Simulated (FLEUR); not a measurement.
System: Ge, space group P6_3/mmc (No. 194).

Starting cell:
```cif
data_structure
_symmetry_space_group_name_H-M 'P 1'
_symmetry_Int_Tables_number 1
_cell_length_a 3.9976
_cell_length_b 3.9976
_cell_length_c 6.5994
_cell_angle_alpha 90.000
_cell_angle_beta 90.000
_cell_angle_gamma 120.000
_cell_volume 91.33
loop_
_atom_site_label
_atom_site_type_symbol
_atom_site_fract_x
_atom_site_fract_y
_atom_site_fract_z
_atom_site_occupancy
Ge1 Ge 0.33333 0.66667 0.93710 1
Ge2 Ge 0.66667 0.33333 0.43710 1
Ge3 Ge 0.33333 0.66667 0.56290 1
Ge4 Ge 0.66667 0.33333 0.06290 1
```

Calculation (FLEUR MaX-R8.1 (later development tree)): all-electron LAPW DFT, no spin polarisation; energies at scaled volumes of the given cell, shape and fractions fixed, counted from the fit's minimum, third-order Birch-Murnaghan fit. Level: PBEsol.

- k mesh: 8×8×4
- occupations: Fermi–Dirac
- smearing width: 0.05 eV
- potentials: all electron
- program settings: basis FLAPW, kmax 4.71 1/bohr

Predict the energy against volume. The volume takes the values 21.46, 21.92, 22.38, 22.83, 23.29, 23.75, 24.20 Å³/atom.

A third-order Birch–Murnaghan fit gives V0 = 22.82 Å³/atom, B0 = 66.6 GPa and B′ = 4.6. The energy is 18.79 meV/atom at volume 21.46 Å³/atom and 15.67 meV/atom at 24.20 Å³/atom; the lowest computed point is at volume 22.83 Å³/atom (0.03 meV/atom).

```
volume (Å³/atom)  energy (meV/atom)
           21.46              18.79
           21.92               7.89
           22.38               1.86
           22.83               0.03
           23.29               1.95
           23.75               7.26
           24.20              15.67
```

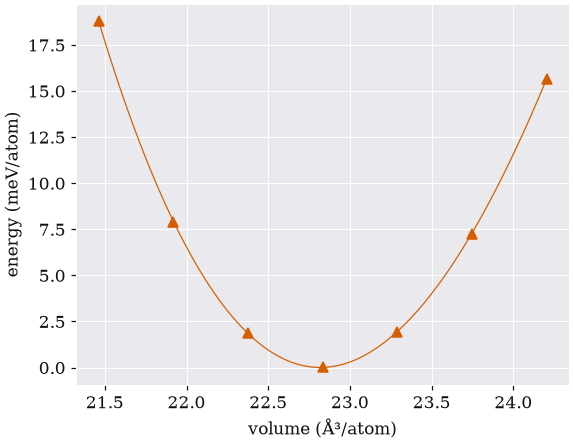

Limits of the calculation: shape and atomic fractions are frozen while scaling, which makes layered, chain and framework solids too stiff.
